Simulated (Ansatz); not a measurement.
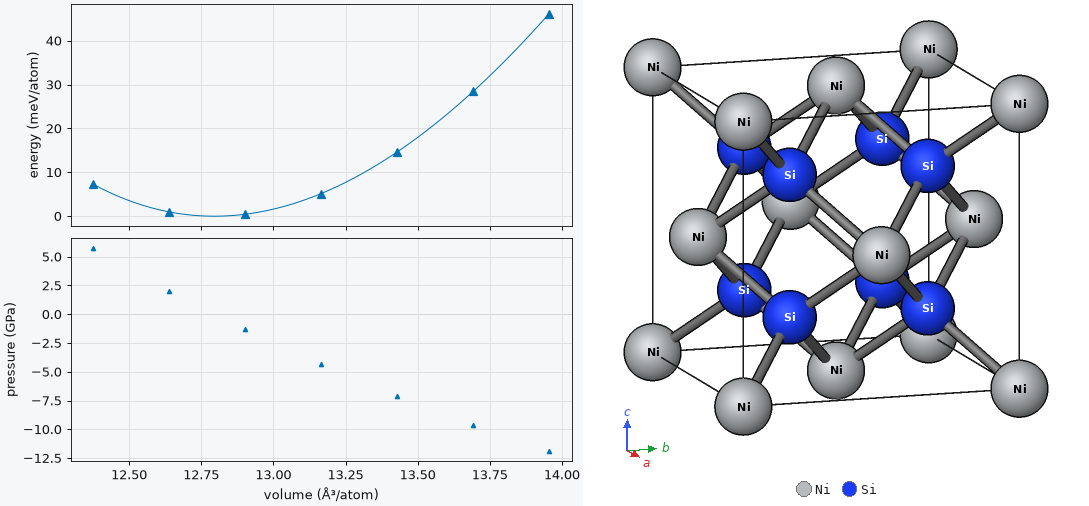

Method: all-electron LAPW DFT, collinear spins; energies at scaled volumes of the given cell, shape and fractions fixed, counted from the fit's minimum, third-order Birch-Murnaghan fit (Ansatz 0.2.0). Level: LDA, collinear spin.

| setting | value |
| --- | --- |
| k mesh | 9×9×9 |
| occupations | Fermi–Dirac |
| smearing width | 0.05 eV |
| potentials | all electron LAPW, scalar relativistic |
| program settings | basis error eV/atom 0.002 |

Cell as given: a = 3.823 Å, b = 3.823 Å, c = 3.823 Å, α = 60.00°, β = 60.00°, γ = 60.00°; 3 atoms.

Caption: Energy and pressure against volume for Si₂Ni, space group Fm-3m (No. 225). The conventional cell is drawn beside the plot.

A third-order Birch–Murnaghan fit gives V0 = 12.79 Å³/atom, B0 = 161 GPa and B′ = 3.7. The energy is 7.30 meV/atom at volume 12.38 Å³/atom and 46.14 meV/atom at 13.96 Å³/atom; the lowest computed point is at volume 12.90 Å³/atom (0.44 meV/atom), and no other minimum shows. The pressure falls from 5.73 GPa at volume 12.38 Å³/atom to −11.87 GPa at 13.96 Å³/atom, and changes sign near 12.80 Å³/atom.

Caveats: the program warns: seeded moment not kept.
